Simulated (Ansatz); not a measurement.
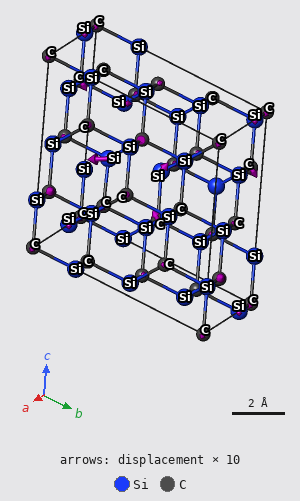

This is a relaxation of a defect cell of composition Si16C15. The starting structure is drawn; purple arrows show the displacements, magnified 10 times.

The picture is a ball-and-stick view of the cell of the calculation, seen slightly off an axis.

The calculation used DFT PBEsol, scalar-relativistic, plane waves, PAW (Ansatz 0.2.0). (plane-wave cutoff 420 eV; k-point mesh 2 × 2 × 2; occupations gaussian; smearing width 0.02 eV; mesh shifted by (0.5, 0.5, 0.5); collinear spin; atoms relaxed in a fixed cell; force threshold 0.03 eV/Å; at most 40 steps)

What happened in the run?

A Si atom moves most: 0.091 Å along [−2 −3 −2]. By element the largest moves are Si 0.091 Å, C 0.048 Å. The cell doesn't change. Among the contacts that change: C–Si 1.858 → 1.908 Å, C–Si 1.934 → 1.884 Å, C–Si 1.908 → 1.886 Å, C–Si 1.861 → 1.883 Å. Among the angles between lasting bonds that change: C–Si–C 111.6° → 108.8°, C–Si–C 108.3° → 110.8°, Si–C–Si 110.6° → 108.2°. After 3 geometry steps the energy has fallen by 0.108 eV per cell of the calculation. The largest force component goes from 1 to 0.026 eV/Å. The run took 32 s on 8 threads of Arm Neoverse V2, on a shared host, peak memory 1.4 GiB.

Limits of the set-up: the k-point mesh is coarse for a cell with partly filled bands; the periodic images lie only 7.5 Å apart, so the values are limited by the cell's size.
